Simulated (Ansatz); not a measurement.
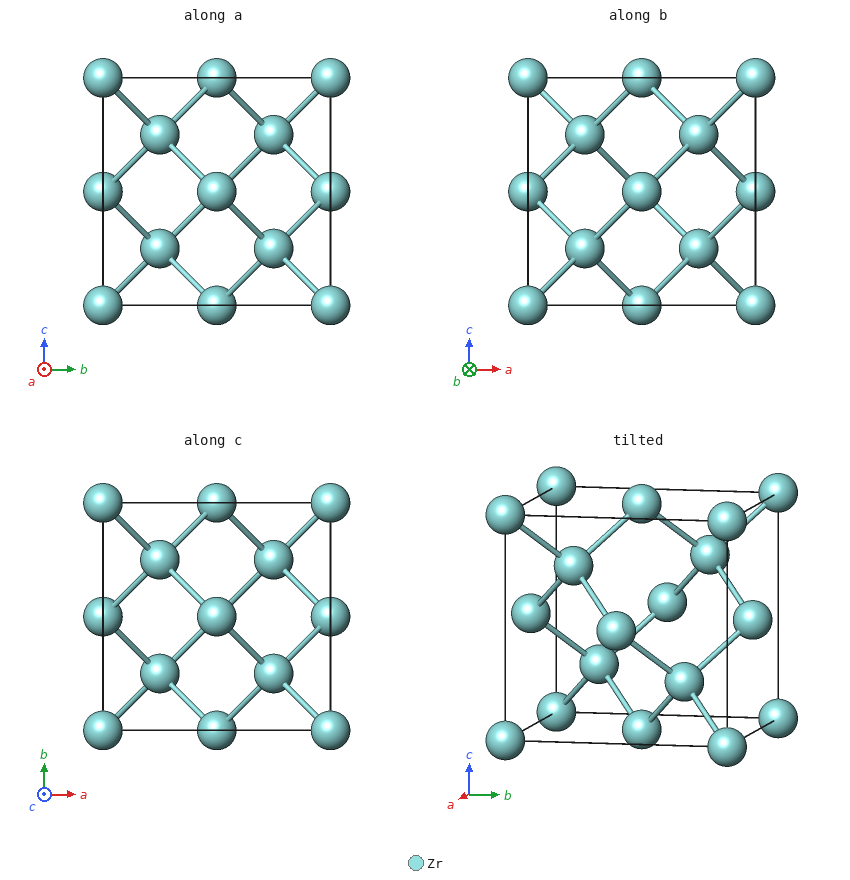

We look at a ball-and-stick model of the crystal along the a axis, along the b axis, along the c axis and slightly off an axis. The frame is the conventional unit cell; atoms at its boundary are shown with their periodic copies.

Lattice parameters: a = 6.5924 Å, b = 6.5924 Å, c = 6.5924 Å, α = 90.000°, β = 90.000°, γ = 90.000°.

Q: Set out the cell and atoms as a CIF in P1 with every atom of the cell.

A:
```cif
data_structure
_symmetry_space_group_name_H-M 'P 1'
_symmetry_Int_Tables_number 1
_cell_length_a 6.5924
_cell_length_b 6.5924
_cell_length_c 6.5924
_cell_angle_alpha 90.000
_cell_angle_beta 90.000
_cell_angle_gamma 90.000
_cell_volume 286.50
loop_
_atom_site_label
_atom_site_type_symbol
_atom_site_fract_x
_atom_site_fract_y
_atom_site_fract_z
_atom_site_occupancy
Zr1 Zr 0.7500 0.7500 0.2500 1
Zr2 Zr 0.0000 0.5000 0.5000 1
Zr3 Zr 0.7500 0.2500 0.7500 1
Zr4 Zr 0.0000 0.0000 0.0000 1
Zr5 Zr 0.2500 0.7500 0.7500 1
Zr6 Zr 0.5000 0.5000 0.0000 1
Zr7 Zr 0.2500 0.2500 0.2500 1
Zr8 Zr 0.5000 0.0000 0.5000 1
```

Starting structure: a structure type filled with this element by a generator (whether the element takes this form wasn't checked). Earlier steps of the study may have refined or changed the cell and positions. A calculation with Ansatz used it as input.
